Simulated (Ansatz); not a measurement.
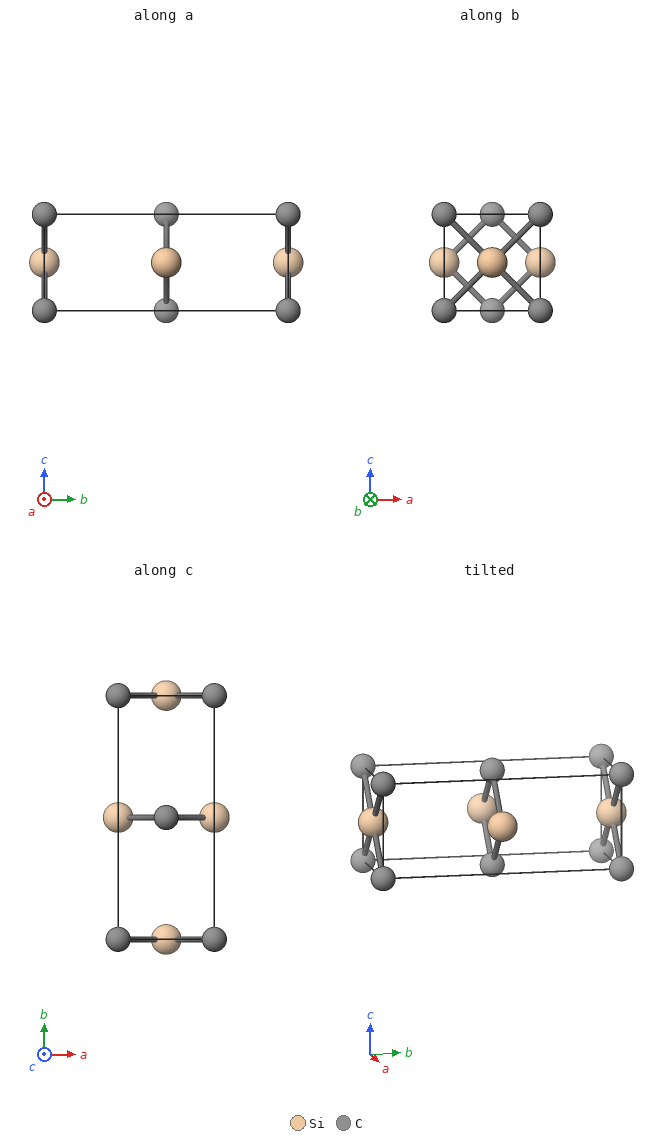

Crystal structure, ball-and-stick style, seen along the a axis, along the b axis, along the c axis and slightly off an axis. One conventional unit cell is framed, with atoms on its boundary repeated.

Lattice parameters: a = 2.723 Å, b = 6.895 Å, c = 2.722 Å, α = 90.00°, β = 90.00°, γ = 90.00°.

Q: Set out the cell and atoms as a table of Wyckoff sites.

A: Space group Cmmm (No. 65).
```json
{"atom": "Si", "site": "2c", "x": "0.5000", "y": "0.0000", "z": "0.5000"}
{"atom": "C", "site": "2a", "x": "0.0000", "y": "0.0000", "z": "0.0000"}
```

Provenance: a random cell made by a generator, so it need not be a real form of the compound. This is the structure after a relaxation with Ansatz, DFT PBE, scalar-relativistic, plane waves, PAW.
